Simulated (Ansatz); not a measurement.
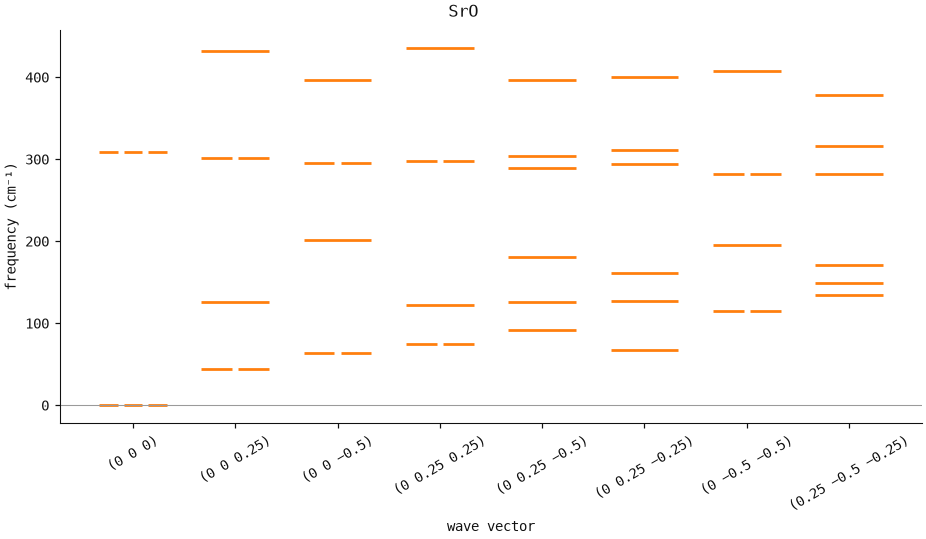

The plot gives the computed phonon frequencies at several wave vectors (in fractions of the reciprocal vectors of the given cell) for SrO, space group F-43m (No. 216) (cell built by us, not taken from a database). Imaginary frequencies are drawn as negative.

Structure:
```
CELL_PARAMETERS angstrom
0.00000 2.80655 2.80655
2.80655 0.00000 2.80655
2.80655 2.80655 0.00000
ATOMIC_POSITIONS crystal
Sr 0.50000 0.50000 0.50000
O 0.25000 0.25000 0.25000
```

Method: harmonic phonon frequencies at the irreducible points of a q mesh with atoms at rest in the given cell, q in fractions of the reciprocal cell vectors, no long-range term at q = 0, imaginary frequencies are negative, the first points where there are many; plane waves with PAW datasets (Ansatz 0.2.0). Level: PBE, no spin polarisation.

wave cutoff 420 eV; k mesh 8×8×8; occupations fixed; pressure 0 GPa; phonon method linear response; q mesh 4×4×4.

What do the frequencies say about stability?

Answer. No frequency is imaginary, so the structure is stable to these displacements at the wave vectors computed.

Where does the highest mode lie?

Answer. The highest mode among the wave vectors computed lies at 435.8 cm⁻¹, at (0 0.25 0.25) (at the zone centre itself the field of polar modes is left out).

The computed values:

| at | frequency (cm⁻¹) |
| --- | --- |
| (0 0 0) | 0.0 |
| (0 0 0) | 0.0 |
| (0 0 0) | 0.0 |
| (0 0 0) | 308.2 |
| (0 0 0) | 308.2 |
| (0 0 0) | 308.2 |
| (0 0 0.25) | 43.8 |
| (0 0 0.25) | 43.8 |
| (0 0 0.25) | 126.4 |
| (0 0 0.25) | 301.9 |
| (0 0 0.25) | 301.9 |
| (0 0 0.25) | 431.5 |
| (0 0 −0.5) | 63.6 |
| (0 0 −0.5) | 63.6 |
| (0 0 −0.5) | 201.6 |
| (0 0 −0.5) | 295.1 |
| (0 0 −0.5) | 295.1 |
| (0 0 −0.5) | 396.3 |
| (0 0.25 0.25) | 74.9 |
| (0 0.25 0.25) | 74.9 |
| (0 0.25 0.25) | 122.7 |
| (0 0.25 0.25) | 297.2 |
| (0 0.25 0.25) | 297.2 |
| (0 0.25 0.25) | 435.8 |
| (0 0.25 −0.5) | 92.0 |
| (0 0.25 −0.5) | 126.1 |
| (0 0.25 −0.5) | 180.3 |
| (0 0.25 −0.5) | 288.8 |
| (0 0.25 −0.5) | 303.4 |
| (0 0.25 −0.5) | 396.4 |
| (0 0.25 −0.25) | 67.5 |
| (0 0.25 −0.25) | 127.2 |
| (0 0.25 −0.25) | 161.8 |
| (0 0.25 −0.25) | 293.8 |
| (0 0.25 −0.25) | 310.9 |
| (0 0.25 −0.25) | 399.7 |
| (0 −0.5 −0.5) | 114.4 |
| (0 −0.5 −0.5) | 114.4 |
| (0 −0.5 −0.5) | 195.0 |
| (0 −0.5 −0.5) | 282.0 |
| (0 −0.5 −0.5) | 282.0 |
| (0 −0.5 −0.5) | 407.0 |
| (0.25 −0.5 −0.25) | 134.1 |
| (0.25 −0.5 −0.25) | 149.2 |
| (0.25 −0.5 −0.25) | 171.0 |
| (0.25 −0.5 −0.25) | 281.4 |
| (0.25 −0.5 −0.25) | 316.5 |
| (0.25 −0.5 −0.25) | 378.5 |
